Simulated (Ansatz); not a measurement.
# Geometry relaxation of MoS₂ (part 1 of 2)

- system: MoS₂ (R3m, 9 atoms in the cell)
- method: DFT PBEsol, scalar-relativistic, plane waves, PAW, no spin polarisation (Ansatz 0.2.0)

The structure derives from a Materials Project entry. It belongs to a series of runs on one base structure; here: biaxial strain in the a-b plane, c and atoms relaxed: +1.0 %.

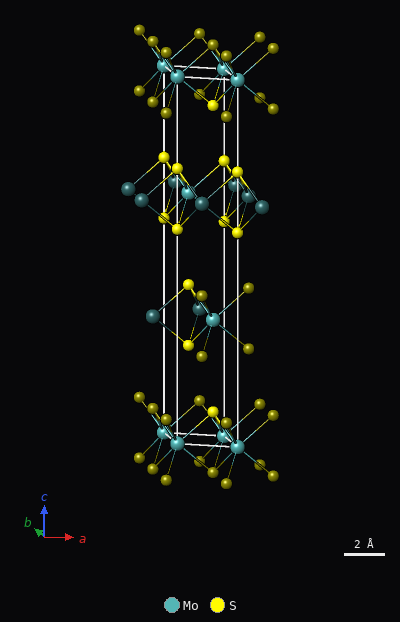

**Figure 1.** The structure as given in the input (ball-and-stick view of the cell of the calculation, seen slightly off an axis; neighbours outside the cell are drawn fainter). Near neighbours in the crystal (not all of them lie inside the picture): Mo has 6 S at 2.40 Å; S has 3 Mo at 2.40 Å.

Results in brief

| quantity | value |
| --- | --- |
| outcome | converged |
| space group (tolerance 0.01 Å) | R3m (160) |
| electrons treated | 78 |
| free energy | −20010.4769 eV |
| Fermi energy | 11.047 eV |
| gap on the k-point mesh | 0.94 eV |
| pressure | −1.77 GPa |
| final volume | 163.36 Å³ |
| largest force (length of the vector) at the end | 0.001 eV/Å |
| final cell | a = 3.175 Å, b = 3.175 Å, c = 18.718 Å, α = 90.00°, β = 90.00°, γ = 120.00° |
| hardware | 1 thread of Intel Xeon @ 2.50GHz (Skylake/Cascade Lake), 192 GiB of memory available, shared host |
| wall time | 2.2 min |
| peak memory | 0.59 GiB |

Input
```yaml
crystal:
  lattice:
    - [3.1745004402, 0.0, 0.0]
    - [-1.5872502201, 2.7491980256, 0.0]
    - [0.0, 0.0, 18.7420467996]
  atoms:
    - { symbol: Mo, position: [0.0, 0.0, 0.0002317094] }
    - { symbol: Mo, position: [0.6666666667, 0.3333333333, 0.3335650427] }
    - { symbol: Mo, position: [0.3333333333, 0.6666666667, 0.666898376] }
    - { symbol: S, position: [0.3333333333, 0.6666666667, 0.2509161712] }
    - { symbol: S, position: [0.6666666667, 0.3333333333, 0.0828511194] }
    - { symbol: S, position: [0.0, 0.0, 0.5842495045] }
    - { symbol: S, position: [0.3333333333, 0.6666666667, 0.4161844528] }
    - { symbol: S, position: [0.6666666667, 0.3333333333, 0.9175828379] }
    - { symbol: S, position: [0.0, 0.0, 0.7495177861] }
basis:
  ecutwfc: 420
kpoints:
  mp_grid: { grid: [12, 12, 2] }
hamiltonian:
  xc: pbesol
scf:
  occupations: { method: gaussian, width: 0.02 }
output:
  forces: true
  stress: true
  eigenvalues: true
  write_density: true
  write_potential: true
  elf: true
  volumetric_format: npy
relax:
  adjacent_minimum: "off"
  f_tol: 0.008
  max_steps: 40
  cell: { stress_tol: 0.015, fix: [a, b, gamma] }
```

Command:
```bash
ansatz run input.yaml --threads 1 --pin off --max-ram 2560MiB --backend cpu --events-out ev --progress --plain --runs-dir out
```

The program's output
```
Engine: ansatz 0.2.0, x86_64-unknown-linux-gnu
Pseudopotentials: kind: paw
Pseudopotential: Mo, paw, valence charge 14, recommended cutoff 420 eV (normal), Mo.paw.azcp
Pseudopotential: S, paw, valence charge 6, recommended cutoff 420 eV (normal), S.paw.azcp
Functional definition: PBEsol
  exchange = pbesol_x
  correlation = pbesol_c
Crystal: 9 atoms, lattice volume = 163.568 Å³
Basis set: ecut = 420 eV, 3207 PW (Γ), exchange–correlation on 48×48×256 points (8 copies of the dense FFT grid, shifted against one another)
Bands: 48, of which v1, the nominal top of the filled ones, is band 39 counted from 1 (38 counted from 0)
Symmetry: 18 space group operations
Space group: R3m (ITA 160), of the structure as read, at distance tolerance 5.5e-5 Å
k-points: 38 of 288 (time reversal used)
Non-local potential: Mo, projectors of the file, l = 0: 3, l = 1: 2, l = 2: 2, l = 3: 1
Non-local potential: S, projectors of the file, l = 0: 2, l = 1: 2, l = 2: 2
PAW form: soft (Blöchl's): semilocal exchange-correlation on the pseudo side does not see the compensation charge
PAW frozen core: Mo, regenerated for the run's functional, and the local potential with it (the file was generated under x = pbe(κ = 0.804, μ = 0.2195149727645171), c = pbe(β = 0.06672455060314922))
PAW frozen core: S, regenerated for the run's functional, and the local potential with it (the file was generated under x = pbe(κ = 0.804, μ = 0.2195149727645171), c = pbe(β = 0.06672455060314922))
PAW one-centre angular grid: Mo, 590 points (default); XC on 64 Gauss nodes
PAW one-centre angular grid: S, 110 points (default); XC on 64 Gauss nodes
Initial density: superposition of atomic densities (neutral atoms: chi_scale 0, normalization atom), corrected by the library's trained network
Initial wavefunctions: pseudopotential atomic-orbital guess
Functional: x = pbesol(κ = 0.804, μ = 0.12345679012345678), c = pbesol(β = 0.046)
SCF iter   1: F=—  HF=-20010.469790 eV  |F-HF|=—  |Δ(HF+E_count)|=         —  Δρ=6.67e-3  dr2=5.79e-2  ethr=1.77e-3  ⟨swp⟩=7.6  Hψ=7242  notcnv=0  defer=1
preconditioner: auto → Resta (q_TF=auto, 2.412 Å⁻¹)  ε∞=8.6  [insulator: Δε(μ)=0.927 eV  Ē_g=7.751 eV  σ=0.020 eV  W_gap=1.00  n_scr=44 (ndim 8)  ℏωp=21.3 eV  f_vac=0.021  D(μ)=0.00/eV (n_scr^D=0)  ε∞_Penn≈8.6]
SCF iter   2: F=—  HF=-20010.473342 eV  |F-HF|=—  |Δ(HF+E_count)|=   3.55e-3  Δρ=3.57e-3  dr2=1.04e-2  ethr=7.43e-5  ⟨swp⟩=2.4  Hψ=3300  notcnv=0  defer=106
SCF iter   3: F=—  HF=-20010.475782 eV  |F-HF|=—  |Δ(HF+E_count)|=   2.44e-3  Δρ=1.76e-3  dr2=2.75e-3  ethr=1.33e-5  ⟨swp⟩=2.2  Hψ=2696  notcnv=0  defer=106
SCF iter   4: F=—  HF=-20010.476761 eV  |F-HF|=—  |Δ(HF+E_count)|=   9.78e-4  Δρ=1.86e-4  dr2=1.22e-4  ethr=3.53e-6  ⟨swp⟩=2.0  Hψ=2701  notcnv=0  defer=106
SCF iter   5: F=—  HF=-20010.476801 eV  |F-HF|=—  |Δ(HF+E_count)|=   4.02e-5  Δρ=5.06e-5  dr2=7.54e-6  ethr=1.56e-7  ⟨swp⟩=2.1  Hψ=2512  notcnv=0  defer=106
SCF iter   6: F=—  HF=-20010.476777 eV  |F-HF|=—  |Δ(HF+E_count)|=   2.36e-5  Δρ=1.65e-5  dr2=1.06e-6  ethr=9.66e-9  ⟨swp⟩=2.1  Hψ=2583  notcnv=0  defer=106
SCF iter   7: F=—  HF=-20010.476778 eV  |F-HF|=—  |Δ(HF+E_count)|=   6.85e-7  Δρ=5.76e-6  dr2=1.06e-7  ethr=1.36e-9  ⟨swp⟩=2.0  Hψ=2641  notcnv=0  defer=106
SCF iter   8: F=-20010.476778 eV  HF=-20010.476778 eV  |F-HF|=4.20e-9  |Δ(HF+E_count)|=   4.15e-8  Δρ=1.94e-6  dr2=8.13e-9  ethr=1.28e-10  ⟨swp⟩=12.1  Hψ=12035  notcnv=0
SCF 1 converged in 8 iterations: F = -20010.476778 eV  dr2 = 8.13e-9
  greatest PAW one-centre occupation: 0.999 electrons in one spin orbital (limit 2), on the Mo atom at site 2 (counted from 0), in its partial waves of l = 0
relax step   1: F+E_penalty+E_count = -20010.47677796 eV  Δ(F+E_penalty+E_count) = +0.000e0 eV  max|allowed force component| = 2.512e-2 eV/Å  Δτ_max = 0.0000 Å  P = -1.910 GPa  Ω = 163.568 Å³  fix = [a, b, gamma]  reactions: a -2.738, b -2.738 GPa  (8 SCF iters, dr2 threshold 1.00e-7 eV, accepted)
Crystal: 9 atoms, lattice volume = 163.426 Å³
Basis set: ecut = 420 eV, 3195 PW (Γ), exchange–correlation on 48×48×256 points (8 copies of the dense FFT grid, shifted against one another)
Initial density: handed on by an earlier stage of this run
Initial wavefunctions: those handed on with the density
iter 1 solved again at ethr=1.47e-8 eV; its pass at ethr=3.10e-3 eV (dr2=1.14e-5 eV) is discarded
SCF iter   1: F=—  HF=-20010.476909 eV  |F-HF|=—  |Δ(HF+E_count)|=         —  Δρ=8.91e-5  dr2=1.15e-5  ethr=1.47e-8  ⟨swp⟩=3.1  Hψ=9223  notcnv=0
preconditioner: auto → Resta (q_TF=auto, 2.412 Å⁻¹)  ε∞=8.5  [insulator: Δε(μ)=0.939 eV  Ē_g=7.779 eV  σ=0.020 eV  W_gap=1.00  n_scr=44 (ndim 8)  ℏωp=21.3 eV  f_vac=0.018  D(μ)=0.00/eV (n_scr^D=0)  ε∞_Penn≈8.5]
SCF iter   2: F=—  HF=-20010.476890 eV  |F-HF|=—  |Δ(HF+E_count)|=   1.93e-5  Δρ=4.95e-5  dr2=3.72e-6  ethr=1.47e-8  ⟨swp⟩=1.0  Hψ=1851  notcnv=0
SCF iter   3: F=—  HF=-20010.476889 eV  |F-HF|=—  |Δ(HF+E_count)|=   9.31e-7  Δρ=1.25e-5  dr2=4.69e-7  ethr=4.76e-9  ⟨swp⟩=2.1  Hψ=2725  notcnv=0
SCF iter   4: F=-20010.476889 eV  HF=-20010.476889 eV  |F-HF|=4.17e-9  |Δ(HF+E_count)|=   4.68e-8  Δρ=4.68e-6  dr2=4.16e-8  ethr=2.06e-10  ⟨swp⟩=9.5  Hψ=11592  notcnv=0
SCF 2 converged in 4 iterations: F = -20010.476889 eV  dr2 = 4.16e-8
relax step   2: F+E_penalty+E_count = -20010.47688910 eV  Δ(F+E_penalty+E_count) = -1.111e-4 eV  max|allowed force component| = 1.068e-2 eV/Å  Δτ_max = 0.0005 Å  P = -1.724 GPa  Ω = 163.426 Å³  energy of the carried Pulay correction = +1.101e-5 eV  fix = [a, b, gamma]  reactions: a -2.626, b -2.626 GPa  (4 SCF iters, dr2 threshold 1.60e-7 eV, accepted)
Crystal: 9 atoms, lattice volume = 163.358 Å³
iter 1 solved again at ethr=1.70e-8 eV; its pass at ethr=3.10e-3 eV (dr2=1.33e-5 eV) is discarded
SCF iter   1: F=—  HF=-20010.476936 eV  |F-HF|=—  |Δ(HF+E_count)|=         —  Δρ=9.03e-5  dr2=1.14e-5  ethr=1.70e-8  ⟨swp⟩=3.1  Hψ=8449  notcnv=0
preconditioner: auto → Resta (q_TF=auto, 2.412 Å⁻¹)  ε∞=8.5  [insulator: Δε(μ)=0.940 eV  Ē_g=7.778 eV  σ=0.020 eV  W_gap=1.00  n_scr=44 (ndim 8)  ℏωp=21.3 eV  f_vac=0.018  D(μ)=0.00/eV (n_scr^D=0)  ε∞_Penn≈8.5]
SCF iter   2: F=—  HF=-20010.476917 eV  |F-HF|=—  |Δ(HF+E_count)|=   1.90e-5  Δρ=4.42e-5  dr2=2.94e-6  ethr=1.47e-8  ⟨swp⟩=2.4  Hψ=2548  notcnv=0
SCF iter   3: F=—  HF=-20010.476917 eV  |F-HF|=—  |Δ(HF+E_count)|=   4.93e-7  Δρ=2.35e-5  dr2=8.24e-7  ethr=3.77e-9  ⟨swp⟩=2.3  Hψ=2351  notcnv=0
SCF iter   4: F=—  HF=-20010.476917 eV  |F-HF|=—  |Δ(HF+E_count)|=   1.12e-7  Δρ=4.01e-6  dr2=5.89e-8  ethr=1.06e-9  ⟨swp⟩=2.2  Hψ=2674  notcnv=0
SCF iter   5: F=-20010.476917 eV  HF=-20010.476917 eV  |F-HF|=7.31e-10  |Δ(HF+E_count)|=   1.57e-8  Δρ=9.83e-7  dr2=3.85e-9  ethr=2.05e-11  ⟨swp⟩=8.0  Hψ=10572  notcnv=0
SCF 3 converged in 5 iterations: F = -20010.476917 eV  dr2 = 3.85e-9
relax step   3: F+E_penalty+E_count = -20010.47691683 eV  Δ(F+E_penalty+E_count) = -2.773e-5 eV  max|allowed force component| = 6.561e-4 eV/Å  Δτ_max = 0.0011 Å  P = -1.770 GPa  Ω = 163.358 Å³  energy of the carried Pulay correction = +1.625e-5 eV  fix = [a, b, gamma]  reactions: a -2.655, b -2.655 GPa  (5 SCF iters, dr2 threshold 1.60e-8 eV, accepted)
Initial wavefunctions: pseudopotential atomic-orbital guess (no wavefunctions were taken with the density)
iter 1 solved again at ethr=1.12e-7 eV; its pass at ethr=3.10e-3 eV (dr2=8.70e-5 eV) is discarded
SCF iter   1: F=—  HF=-20010.476938 eV  |F-HF|=—  |Δ(HF+E_count)|=         —  Δρ=1.91e-6  dr2=3.03e-9  ethr=1.12e-7  ⟨swp⟩=3.4  Hψ=12640  notcnv=0
eigensolver tolerance schedule: the retry pair's looser diagonalisation over-reported the residual by 28733.98 of it (diagonalisation noise at an unbounded share of the residual, at the tolerance the schedule requests for it); recorded, not acted on — ethr = c·dr2/N_el stays at c = 1.0e-1
SCF iter   2: F=—  HF=-20010.476903 eV  |F-HF|=—  |Δ(HF+E_count)|=   3.49e-5  Δρ=1.13e-6  dr2=4.00e-9  ethr=3.88e-12  ⟨swp⟩=4.1  Hψ=4773  notcnv=0
SCF iter   3: F=—  HF=-20010.476903 eV  |F-HF|=—  |Δ(HF+E_count)|=  2.55e-10  Δρ=7.38e-7  dr2=1.50e-9  ethr=3.88e-12  ⟨swp⟩=1.1  Hψ=1846  notcnv=0
SCF iter   4: F=—  HF=-20010.476903 eV  |F-HF|=—  |Δ(HF+E_count)|=  7.49e-10  Δρ=4.32e-7  dr2=6.79e-10  ethr=1.92e-12  ⟨swp⟩=2.0  Hψ=2705  notcnv=0
SCF iter   5: F=—  HF=-20010.476903 eV  |F-HF|=—  |Δ(HF+E_count)|=  2.55e-11  Δρ=2.38e-7  dr2=9.50e-11  ethr=1.00e-12  ⟨swp⟩=2.0  Hψ=2544  notcnv=0
SCF iter   6: F=-20010.476903 eV  HF=-20010.476903 eV  |F-HF|=7.28e-12  |Δ(HF+E_count)|=  3.64e-12  Δρ=5.10e-8  dr2=5.74e-12  ethr=1.00e-12  ⟨swp⟩=5.0  Hψ=8515  notcnv=0
SCF 4 converged in 6 iterations: F = -20010.476903 eV  dr2 = 5.74e-12
relax step   4: F+E_penalty+E_count = -20010.47690348 eV  Δ(F+E_penalty+E_count) = +1.335e-5 eV  max|allowed force component| = 6.623e-4 eV/Å  Δτ_max = 0.0000 Å  P = -1.770 GPa  Ω = 163.358 Å³  fix = [a, b, gamma]  reactions: a -2.655, b -2.655 GPa  stress off target by 2.39e-3 GPa on what of the cell is left free  SCF on the basis re-selected at this cell (its energy is not comparable with the rows above)  (6 SCF iters)
```

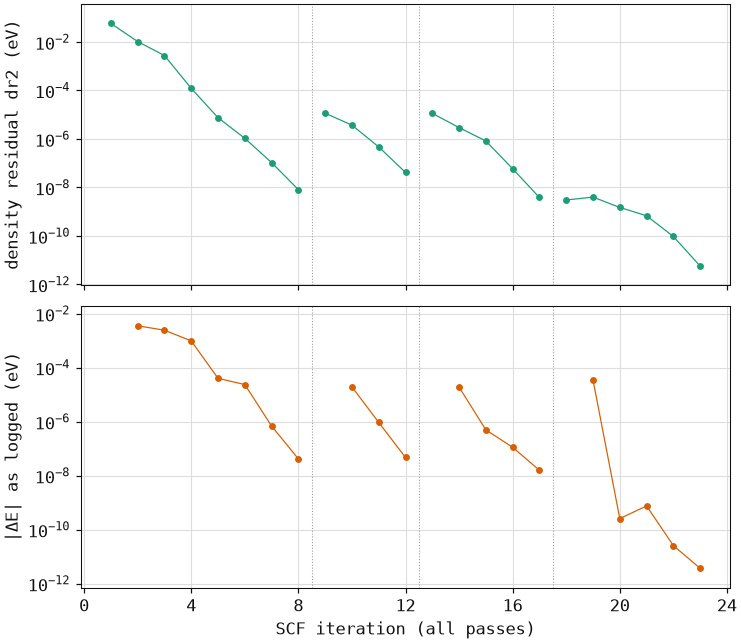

**Figure 2.** Convergence of the self-consistent field: density residual dr2 and size of the energy change against the SCF iteration. The dotted lines part the SCF passes of the relaxation: geometry steps, rejected trials and re-solves on a re-selected basis. The passes take 8, 4, 5 and 6 iterations.

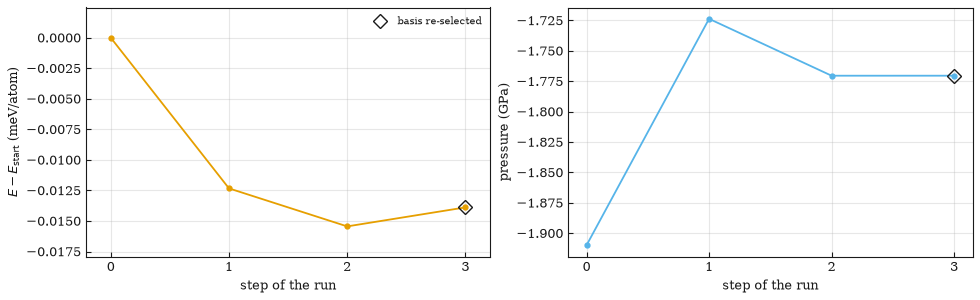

**Figure 3.** Progress of the relaxation, step by step (the first geometry is step 0 here and step 1 in the log). After 2 geometry steps the energy has fallen by next to nothing (0.0 meV per atom). The largest force component goes from 0.025 to 0.00066 eV/Å. Pressure: −1.91 GPa at the start and −1.77 GPa at the end. The atoms keep their places relative to the cell (all moves are under 0.005 Å). A last SCF at the same geometry on a re-selected plane-wave basis shifts the energy by +0.0 meV per atom.

```
basis re-selected at this cell: Δ(F+E_penalty+E_count) = +1.335e-5 eV, ΔP = +0.000 GPa vs the last step (what re-selecting the basis moved, of the pressure what is left beyond the Pulay correction that the steps carried, after the strain that the cell walked since its last selection, with what the two solves' SCF thresholds leave and, on support functions, any second-order correction that the steps lacked; it is no measure of the basis error at this ecutwfc). This SCF's stress stands 2.39e-3 GPa from its target on what of the cell is left free (relax.cell.stress_tol is 1.50e-2 GPa) and its largest allowed force component is 6.62e-4 eV/Å (relax.f_tol is 8.00e-3 eV/Å): within both
SCF converged after 6 iterations
Free energy (F): -20010.476903 eV
Harris-Foulkes:  -20010.476903 eV  (|F-HF|=7.28e-12)
Internal energy: -20010.476903 eV  (E = F + TS)
E sigma→0 (E₀):  -20010.476903 eV
Fermi energy:    11.047165 eV
```
